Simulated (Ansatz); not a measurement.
## Geometry relaxation of Cd$_{16}$Te$_{16}$H (charge +1) (part 1 of 3)

- system: Cd$_{16}$Te$_{16}$H (defect cell, 33 atoms in the cell, total charge +1)
- method: DFT PBE, scalar-relativistic, plane waves, PAW, no spin polarisation (Ansatz 0.2.0)

The structure derives from a Materials Project entry. It belongs to a series of runs on one base structure; here: H interstitial, charge +1, atoms relaxed at the host's cell.

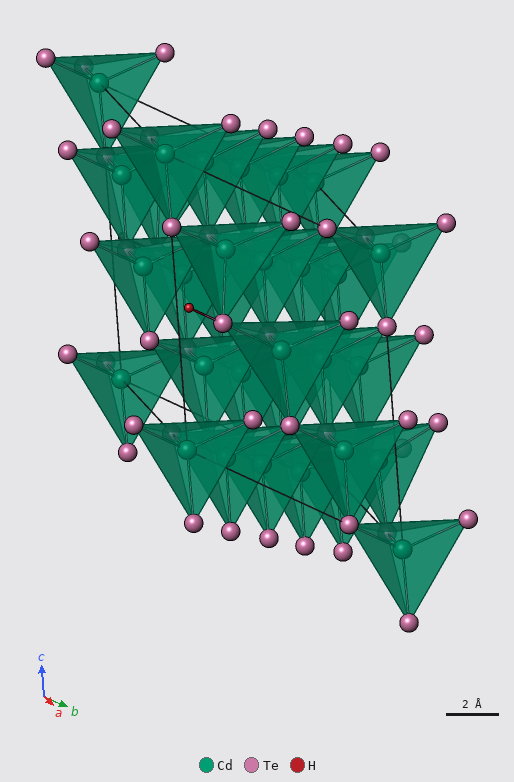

Fig. 1: The starting structure (polyhedral view of the cell of the calculation, seen slightly off an axis; polyhedra are completed across the faces of the cell).

### Input
```yaml
crystal:
  lattice:
    - [6.6192623098, -6.6192623098, 6.6192623098]
    - [-6.6192623098, 6.6192623098, 6.6192623098]
    - [-6.6192623098, -6.6192623098, -6.6192623098]
  atoms:
    - { symbol: Cd, position: [0.250963949, -0.0003300802, 0.7496410792] }
    - { symbol: Cd, position: [0.5014036351, -0.0025259863, 0.5003919921] }
    - { symbol: Cd, position: [0.737517612, -0.012005842, 0.2352548788] }
    - { symbol: Cd, position: [0.0015927209, 0.2535523665, 0.7641267378] }
    - { symbol: Cd, position: [0.2674274332, 0.2526972295, 0.5026911105] }
    - { symbol: Cd, position: [0.0013455331, -0.0025163549, 0.0004330499] }
    - { symbol: Cd, position: [0.7510450786, 0.502718137, 0.7489925553] }
    - { symbol: Cd, position: [0.5024105576, 0.2540082242, 0.2516495742] }
    - { symbol: Cd, position: [0.7524519514, 0.2539570799, 0.0015113489] }
    - { symbol: Cd, position: [0.0014557708, 0.4858586321, 0.5004545723] }
    - { symbol: Cd, position: [0.5001305014, 0.7528474111, 0.7504450209] }
    - { symbol: Cd, position: [0.2499555738, 0.5027256695, 0.2501842885] }
    - { symbol: Cd, position: [0.7525350155, 0.7498207647, 0.4990308306] }
    - { symbol: Cd, position: [0.501228461, 0.4973886215, 0.0002718825] }
    - { symbol: Cd, position: [0.0021621936, 0.7521773145, 0.2525332695] }
    - { symbol: Cd, position: [0.2512546486, 0.7527905438, -0.0007957925] }
    - { symbol: Te, position: [0.2514152943, -0.0029069614, 0.4972439765] }
    - { symbol: Te, position: [0.4986844869, 0.0020742287, 0.250864505] }
    - { symbol: Te, position: [0.7518369915, 0.0020991464, -0.0021733687] }
    - { symbol: Te, position: [0.0024082178, 0.2142089846, 0.5011209723] }
    - { symbol: Te, position: [0.2507170601, 0.2515922743, 0.2473623007] }
    - { symbol: Te, position: [0.007154655, 0.0007441126, 0.7552141989] }
    - { symbol: Te, position: [0.7528087362, 0.5003334075, 0.5003307237] }
    - { symbol: Te, position: [0.5006933735, 0.2486999496, -0.000157706] }
    - { symbol: Te, position: [0.7482110992, 0.2516044702, 0.7498502169] }
    - { symbol: Te, position: [0.0012226051, 0.5003283913, 0.2518100884] }
    - { symbol: Te, position: [0.5017667798, 0.749189471, 0.5003180212] }
    - { symbol: Te, position: [0.2542937955, 0.5045842241, 0.0028010479] }
    - { symbol: Te, position: [0.7523967009, 0.7459492571, 0.2499036253] }
    - { symbol: Te, position: [0.503631182, 0.5045300215, 0.7533005108] }
    - { symbol: Te, position: [0.0011618384, 0.7491851032, 0.0008379576] }
    - { symbol: Te, position: [0.2498714732, 0.7489978946, 0.7489861312] }
    - { symbol: H, position: [-0.0007760039, 0.0570179333, 0.4997725679] }
  host:
    lattice:
      - [0.0, 3.3096311549, 3.3096311549]
      - [3.3096311549, 0.0, 3.3096311549]
      - [3.3096311549, 3.3096311549, 0.0]
    atoms:
      - { symbol: Cd, position: [0.0, 0.0, 0.0] }
      - { symbol: Te, position: [0.25, 0.25, 0.25] }
total_charge: 1
basis:
  ecutwfc: 420
  xc_grid: 2
kpoints:
  mp_grid: { grid: [2, 2, 2], shift: [0.5, 0.5, 0.5] }
hamiltonian:
  xc: pbe
scf:
  occupations: { method: gaussian, width: 0.01 }
output:
  forces: true
  stress: false
  eigenvalues: true
  charged_corrections:
    defect_position: [0.0, 0.0, 0.5]
    epsilon: [[12.6022, 0.0, 0.0], [0.0, 12.6022, 0.0], [0.0, 0.0, 12.6022]]
  write_density: true
  write_potential: true
  elf: true
  volumetric_format: npy
relax:
  adjacent_minimum: "off"
  f_tol: 0.025
  max_steps: 45
```

Run on 4 threads of Intel Xeon (Granite Rapids), 32 GiB of memory available, shared host.

Command:
```bash
ansatz run input.yaml --threads 4 --pin off --max-ram 10240MiB --backend cpu --events-out ev --progress --plain --runs-dir out
```

### The program's output
```
Engine: ansatz 0.2.0, x86_64-unknown-linux-gnu
Pseudopotentials: kind: paw
Pseudopotential: Cd, paw, valence charge 20, recommended cutoff 420 eV (normal), Cd.paw.azcp
Pseudopotential: Te, paw, valence charge 16, recommended cutoff 420 eV (normal), Te.paw.azcp
Pseudopotential: H, paw, valence charge 1, recommended cutoff 420 eV (normal), H.paw.azcp
Functional definition: PBE
  parameter kappa = 0.804
  parameter beta = 0.06672455060314922
  exchange = pbe_x(kappa = kappa, mu = beta*pi^2/3)
  correlation = pbe_c(beta = beta)
Crystal: 33 atoms, lattice volume = 1160.082 Å³
Basis set: ecut = 420 eV, 22663 PW (Γ), exchange–correlation on 160×160×160 points (8 copies of the dense FFT grid, shifted against one another)
Bands: 346, of which v1, the nominal top of the filled ones, is band 288 counted from 1 (287 counted from 0)
Symmetry: 1 space group operations
Space group: P1 (ITA 1), of the structure as read, at distance tolerance 1.1e-4 Å
k-points: 4 of 8 (time reversal used)
Non-local potential: Cd, projectors of the file, l = 0: 3, l = 1: 2, l = 2: 2, l = 3: 1
Non-local potential: Te, projectors of the file, l = 0: 2, l = 1: 2, l = 2: 2, l = 3: 2
Non-local potential: H, projectors of the file, l = 0: 2, l = 1: 1
PAW form: soft (Blöchl's): semilocal exchange-correlation on the pseudo side does not see the compensation charge
PAW one-centre angular grid: Cd, 590 points (default); XC on 64 Gauss nodes
PAW one-centre angular grid: Te, 590 points (default); XC on 64 Gauss nodes
PAW one-centre angular grid: H, 110 points (default); XC on 64 Gauss nodes
Initial density: superposition of atomic densities (neutral atoms scaled as one to the charged cell's electrons: chi_scale 0, normalization atom), corrected by the library's trained network
Initial wavefunctions: pseudopotential atomic-orbital guess
Functional: x = pbe(κ = 0.804, μ = 0.2195149727645171), c = pbe(β = 0.06672455060314922)
SCF iter   1: F=—  HF=-243787.191137 eV  |F-HF|=—  |Δ(HF+E_count)|=         —  Δρ=7.69e-3  dr2=7.85e-1  ethr=1.77e-3  ⟨swp⟩=6.0  Hψ=4936  notcnv=0  defer=99
preconditioner: auto → Resta (q_TF=auto, 2.428 Å⁻¹)  ε∞=3.8  [insulator: Δε(μ)=1.265 eV  Ē_g=11.027 eV  σ=0.010 eV  W_gap=1.00  n_scr=320 (ndim 8)  ℏωp=18.5 eV  f_vac=0.203  D(μ)=0.00/eV (n_scr^D=0)  ε∞_Penn≈3.8]
SCF iter   2: F=—  HF=-243786.941983 eV  |F-HF|=—  |Δ(HF+E_count)|=   2.49e-1  Δρ=1.77e-3  dr2=6.28e-2  ethr=1.36e-4  ⟨swp⟩=2.0  Hψ=2127  notcnv=0  defer=209
SCF iter   3: F=—  HF=-243786.926203 eV  |F-HF|=—  |Δ(HF+E_count)|=   1.58e-2  Δρ=7.80e-4  dr2=1.13e-2  ethr=1.09e-5  ⟨swp⟩=3.0  Hψ=1793  notcnv=0  defer=209
SCF iter   4: F=—  HF=-243786.924884 eV  |F-HF|=—  |Δ(HF+E_count)|=   1.32e-3  Δρ=1.76e-4  dr2=4.09e-4  ethr=1.96e-6  ⟨swp⟩=2.0  Hψ=1774  notcnv=0  defer=209
SCF iter   5: F=—  HF=-243786.925002 eV  |F-HF|=—  |Δ(HF+E_count)|=   1.18e-4  Δρ=4.46e-5  dr2=3.97e-5  ethr=7.09e-8  ⟨swp⟩=2.0  Hψ=2165  notcnv=0  defer=209
SCF iter   6: F=-243786.925033 eV  HF=-243786.925028 eV  |F-HF|=4.35e-6  |Δ(HF+E_count)|=   2.60e-5  Δρ=1.71e-5  dr2=4.70e-6  ethr=2.71e-9  ⟨swp⟩=18.2  Hψ=14552  notcnv=0
SCF 1 converged in 6 iterations: F = -243786.925033 eV  dr2 = 4.70e-6
  greatest PAW one-centre occupation: 1.000 electrons in one spin orbital (limit 2), on the Cd atom at site 14 (counted from 0), in its partial waves of l = 0
relax step   1: F+E_penalty+E_count = -243786.92503262 eV  Δ(F+E_penalty+E_count) = +0.000e0 eV  max|allowed force component| = 6.284e-1 eV/Å  Δτ_max = 0.0000 Å  (6 SCF iters, dr2 threshold 1.56e-5 eV, accepted)
Initial density: handed on by an earlier stage of this run
Initial wavefunctions: those handed on with the density
iter 1 solved again at ethr=2.10e-5 eV; its pass at ethr=3.10e-3 eV (dr2=1.21e-1 eV) is discarded
SCF iter   1: F=—  HF=-243787.265701 eV  |F-HF|=—  |Δ(HF+E_count)|=         —  Δρ=3.41e-3  dr2=1.16e-1  ethr=2.10e-5  ⟨swp⟩=2.0  Hψ=4470  notcnv=0  defer=209
preconditioner: auto → Resta (q_TF=auto, 2.428 Å⁻¹)  ε∞=3.9  [insulator: Δε(μ)=1.579 eV  Ē_g=10.881 eV  σ=0.010 eV  W_gap=1.00  n_scr=320 (ndim 8)  ℏωp=18.5 eV  f_vac=0.205  D(μ)=0.00/eV (n_scr^D=0)  ε∞_Penn≈3.9]
SCF iter   2: F=—  HF=-243787.234697 eV  |F-HF|=—  |Δ(HF+E_count)|=   3.10e-2  Δρ=1.50e-3  dr2=1.89e-2  ethr=2.01e-5  ⟨swp⟩=3.0  Hψ=2309  notcnv=0  defer=209
SCF iter   3: F=—  HF=-243787.231653 eV  |F-HF|=—  |Δ(HF+E_count)|=   3.04e-3  Δρ=3.53e-4  dr2=1.37e-3  ethr=3.28e-6  ⟨swp⟩=3.0  Hψ=2358  notcnv=0  defer=209
SCF iter   4: F=—  HF=-243787.231841 eV  |F-HF|=—  |Δ(HF+E_count)|=   1.88e-4  Δρ=1.03e-4  dr2=1.62e-4  ethr=2.37e-7  ⟨swp⟩=2.0  Hψ=2748  notcnv=0  defer=209
SCF iter   5: F=-243787.231877 eV  HF=-243787.231863 eV  |F-HF|=1.36e-5  |Δ(HF+E_count)|=   2.18e-5  Δρ=3.65e-5  dr2=2.07e-5  ethr=4.28e-9  ⟨swp⟩=17.2  Hψ=12707  notcnv=0
SCF 2 converged in 5 iterations: F = -243787.231877 eV  dr2 = 2.07e-5
  greatest PAW one-centre occupation: 1.000 electrons in one spin orbital (limit 2), on the Cd atom at site 2 (counted from 0), in its partial waves of l = 0
relax step   2: F+E_penalty+E_count = -243787.23187662 eV  Δ(F+E_penalty+E_count) = -3.068e-1 eV  max|allowed force component| = 3.455e-1 eV/Å  Δτ_max = 0.1947 Å  (5 SCF iters, dr2 threshold 2.47e-5 eV, accepted)
SCF iter   1: F=—  HF=-243787.359805 eV  |F-HF|=—  |Δ(HF+E_count)|=         —  Δρ=2.37e-3  dr2=5.35e-2  ethr=1.16e-4  ⟨swp⟩=6.0  Hψ=3470  notcnv=0  defer=209
preconditioner: auto → Resta (q_TF=auto, 2.428 Å⁻¹)  ε∞=3.9  [insulator: Δε(μ)=1.797 eV  Ē_g=10.885 eV  σ=0.010 eV  W_gap=1.00  n_scr=320 (ndim 8)  ℏωp=18.5 eV  f_vac=0.206  D(μ)=0.00/eV (n_scr^D=0)  ε∞_Penn≈3.9]
SCF iter   2: F=—  HF=-243787.346032 eV  |F-HF|=—  |Δ(HF+E_count)|=   1.38e-2  Δρ=1.02e-3  dr2=7.13e-3  ethr=9.28e-6  ⟨swp⟩=3.0  Hψ=2790  notcnv=0  defer=209
SCF iter   3: F=—  HF=-243787.346068 eV  |F-HF|=—  |Δ(HF+E_count)|=   3.63e-5  Δρ=2.75e-4  dr2=7.46e-4  ethr=1.24e-6  ⟨swp⟩=3.0  Hψ=2866  notcnv=0  defer=209
SCF iter   4: F=—  HF=-243787.346323 eV  |F-HF|=—  |Δ(HF+E_count)|=   2.55e-4  Δρ=9.02e-5  dr2=1.14e-4  ethr=1.30e-7  ⟨swp⟩=2.0  Hψ=2331  notcnv=0  defer=209
SCF iter   5: F=—  HF=-243787.346345 eV  |F-HF|=—  |Δ(HF+E_count)|=   2.18e-5  Δρ=2.86e-5  dr2=1.15e-5  ethr=1.98e-8  ⟨swp⟩=2.0  Hψ=2327  notcnv=0  defer=209
SCF iter   6: F=-243787.346357 eV  HF=-243787.346356 eV  |F-HF|=1.30e-6  |Δ(HF+E_count)|=   1.16e-5  Δρ=1.14e-5  dr2=1.94e-6  ethr=1.30e-9  ⟨swp⟩=18.0  Hψ=13717  notcnv=0
SCF 3 converged in 6 iterations: F = -243787.346357 eV  dr2 = 1.94e-6
  greatest PAW one-centre occupation: 1.000 electrons in one spin orbital (limit 2), on the Cd atom at site 9 (counted from 0), in its partial waves of l = 0
relax step   3: F+E_penalty+E_count = -243787.34635747 eV  Δ(F+E_penalty+E_count) = -1.145e-1 eV  max|allowed force component| = 2.332e-1 eV/Å  Δτ_max = 0.1949 Å  (6 SCF iters, dr2 threshold 7.46e-6 eV, accepted)
SCF iter   1: F=—  HF=-243787.424022 eV  |F-HF|=—  |Δ(HF+E_count)|=         —  Δρ=2.74e-3  dr2=6.31e-2  ethr=1.26e-4  ⟨swp⟩=5.0  Hψ=3394  notcnv=0  defer=209
preconditioner: auto → Resta (q_TF=auto, 2.428 Å⁻¹)  ε∞=3.9  [insulator: Δε(μ)=1.948 eV  Ē_g=10.890 eV  σ=0.010 eV  W_gap=1.00  n_scr=320 (ndim 8)  ℏωp=18.5 eV  f_vac=0.206  D(μ)=0.00/eV (n_scr^D=0)  ε∞_Penn≈3.9]
SCF iter   2: F=—  HF=-243787.408145 eV  |F-HF|=—  |Δ(HF+E_count)|=   1.59e-2  Δρ=1.22e-3  dr2=9.38e-3  ethr=1.10e-5  ⟨swp⟩=3.0  Hψ=2726  notcnv=0  defer=209
SCF iter   3: F=—  HF=-243787.408353 eV  |F-HF|=—  |Δ(HF+E_count)|=   2.08e-4  Δρ=3.07e-4  dr2=8.30e-4  ethr=1.63e-6  ⟨swp⟩=3.0  Hψ=2358  notcnv=0  defer=209
SCF iter   4: F=—  HF=-243787.408674 eV  |F-HF|=—  |Δ(HF+E_count)|=   3.21e-4  Δρ=1.01e-4  dr2=1.26e-4  ethr=1.44e-7  ⟨swp⟩=2.0  Hψ=2331  notcnv=0  defer=209
SCF iter   5: F=-243787.408700 eV  HF=-243787.408689 eV  |F-HF|=1.07e-5  |Δ(HF+E_count)|=   1.51e-5  Δρ=2.93e-5  dr2=1.14e-5  ethr=2.85e-9  ⟨swp⟩=16.8  Hψ=12203  notcnv=0
SCF 4 converged in 5 iterations: F = -243787.408700 eV  dr2 = 1.14e-5
relax step   4: F+E_penalty+E_count = -243787.40869951 eV  Δ(F+E_penalty+E_count) = -6.234e-2 eV  max|allowed force component| = 1.432e-1 eV/Å  Δτ_max = 0.2000 Å  (5 SCF iters, dr2 threshold 1.64e-5 eV, accepted)
SCF iter   1: F=—  HF=-243787.456021 eV  |F-HF|=—  |Δ(HF+E_count)|=         —  Δρ=2.37e-3  dr2=5.35e-2  ethr=7.47e-5  ⟨swp⟩=6.0  Hψ=4473  notcnv=0  defer=209
preconditioner: auto → Resta (q_TF=auto, 2.428 Å⁻¹)  ε∞=3.9  [insulator: Δε(μ)=2.047 eV  Ē_g=10.893 eV  σ=0.010 eV  W_gap=1.00  n_scr=320 (ndim 8)  ℏωp=18.5 eV  f_vac=0.207  D(μ)=0.00/eV (n_scr^D=0)  ε∞_Penn≈3.9]
SCF iter   2: F=—  HF=-243787.442527 eV  |F-HF|=—  |Δ(HF+E_count)|=   1.35e-2  Δρ=9.93e-4  dr2=6.89e-3  ethr=9.29e-6  ⟨swp⟩=3.0  Hψ=2725  notcnv=0  defer=209
SCF iter   3: F=—  HF=-243787.442527 eV  |F-HF|=—  |Δ(HF+E_count)|=   8.93e-7  Δρ=2.65e-4  dr2=6.85e-4  ethr=1.20e-6  ⟨swp⟩=3.0  Hψ=2864  notcnv=0  defer=209
SCF iter   4: F=—  HF=-243787.442808 eV  |F-HF|=—  |Δ(HF+E_count)|=   2.80e-4  Δρ=8.65e-5  dr2=1.09e-4  ethr=1.19e-7  ⟨swp⟩=2.0  Hψ=2338  notcnv=0  defer=209
SCF iter   5: F=—  HF=-243787.442830 eV  |F-HF|=—  |Δ(HF+E_count)|=   2.25e-5  Δρ=2.70e-5  dr2=1.03e-5  ethr=1.90e-8  ⟨swp⟩=2.0  Hψ=2327  notcnv=0  defer=209
SCF iter   6: F=-243787.442842 eV  HF=-243787.442841 eV  |F-HF|=8.09e-7  |Δ(HF+E_count)|=   1.12e-5  Δρ=1.04e-5  dr2=1.59e-6  ethr=1.34e-9  ⟨swp⟩=17.8  Hψ=13424  notcnv=0
SCF 5 converged in 6 iterations: F = -243787.442842 eV  dr2 = 1.59e-6
relax step   5: F+E_penalty+E_count = -243787.44284204 eV  Δ(F+E_penalty+E_count) = -3.414e-2 eV  max|allowed force component| = 3.747e-2 eV/Å  Δτ_max = 0.1960 Å  (6 SCF iters, dr2 threshold 7.74e-6 eV, accepted)
SCF iter   1: F=—  HF=-243787.446970 eV  |F-HF|=—  |Δ(HF+E_count)|=         —  Δρ=8.03e-4  dr2=5.70e-3  ethr=1.07e-5  ⟨swp⟩=5.8  Hψ=3005  notcnv=0  defer=209
preconditioner: auto → Resta (q_TF=auto, 2.428 Å⁻¹)  ε∞=3.9  [insulator: Δε(μ)=2.060 eV  Ē_g=10.895 eV  σ=0.010 eV  W_gap=1.00  n_scr=320 (ndim 8)  ℏωp=18.5 eV  f_vac=0.207  D(μ)=0.00/eV (n_scr^D=0)  ε∞_Penn≈3.9]
SCF iter   2: F=—  HF=-243787.445574 eV  |F-HF|=—  |Δ(HF+E_count)|=   1.40e-3  Δρ=3.68e-4  dr2=8.96e-4  ethr=9.90e-7  ⟨swp⟩=2.0  Hψ=2700  notcnv=0  defer=209
SCF iter   3: F=—  HF=-243787.445521 eV  |F-HF|=—  |Δ(HF+E_count)|=   5.22e-5  Δρ=8.84e-5  dr2=7.57e-5  ethr=1.56e-7  ⟨swp⟩=2.0  Hψ=2327  notcnv=0  defer=209
SCF iter   4: F=—  HF=-243787.445963 eV  |F-HF|=—  |Δ(HF+E_count)|=   4.42e-4  Δρ=2.03e-5  dr2=7.30e-6  ethr=1.31e-8  ⟨swp⟩=2.0  Hψ=2071  notcnv=0  defer=209
SCF iter   5: F=—  HF=-243787.445965 eV  |F-HF|=—  |Δ(HF+E_count)|=   2.30e-6  Δρ=7.93e-6  dr2=9.00e-7  ethr=1.27e-9  ⟨swp⟩=2.0  Hψ=2263  notcnv=0  defer=209
SCF iter   6: F=—  HF=-243787.445967 eV  |F-HF|=—  |Δ(HF+E_count)|=   1.07e-6  Δρ=4.24e-6  dr2=1.87e-7  ethr=1.56e-10  ⟨swp⟩=2.0  Hψ=2327  notcnv=0  defer=209
SCF iter   7: F=-243787.445967 eV  HF=-243787.445967 eV  |F-HF|=2.25e-8  |Δ(HF+E_count)|=   5.42e-8  Δρ=9.51e-7  dr2=1.46e-8  ethr=1.74e-11  ⟨swp⟩=16.0  Hψ=9626  notcnv=0
SCF 6 converged in 7 iterations: F = -243787.445967 eV  dr2 = 1.46e-8
relax step   6: F+E_penalty+E_count = -243787.44596664 eV  Δ(F+E_penalty+E_count) = -3.125e-3 eV  max|allowed force component| = 1.695e-2 eV/Å  Δτ_max = 0.0499 Å  (7 SCF iters, accepted)
```

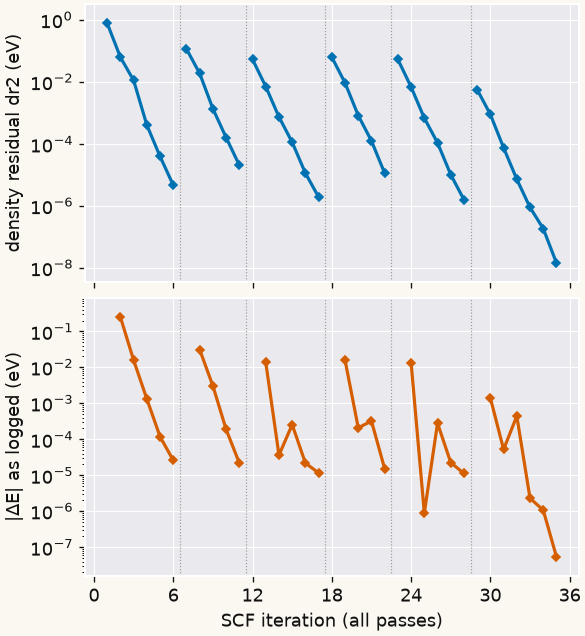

Fig. 2: Convergence of the self-consistent field: density residual dr2 and size of the energy change against the SCF iteration. The dotted lines part the SCF passes of the relaxation: geometry steps, rejected trials and re-solves on a re-selected basis. The 6 passes take 5 to 7 iterations each, 35 in all.

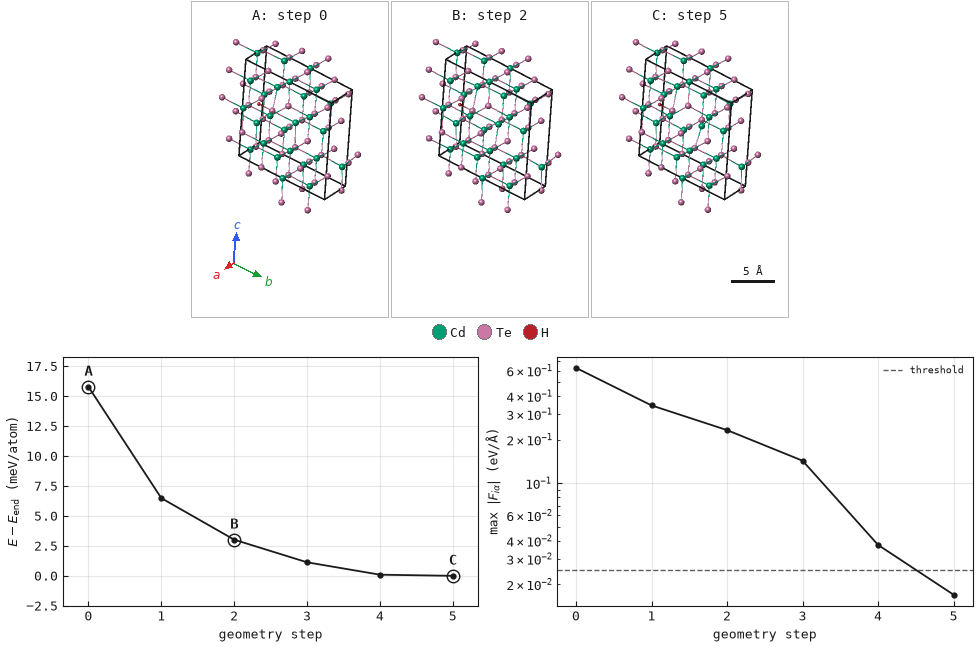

Fig. 3: Frames of the relaxation (ball-and-stick view of the cell of the calculation (origin shifted), with bonded neighbours outside it, seen slightly off an axis) above the curves, on which the letters mark them (the first geometry is step 0 here and step 1 in the log).
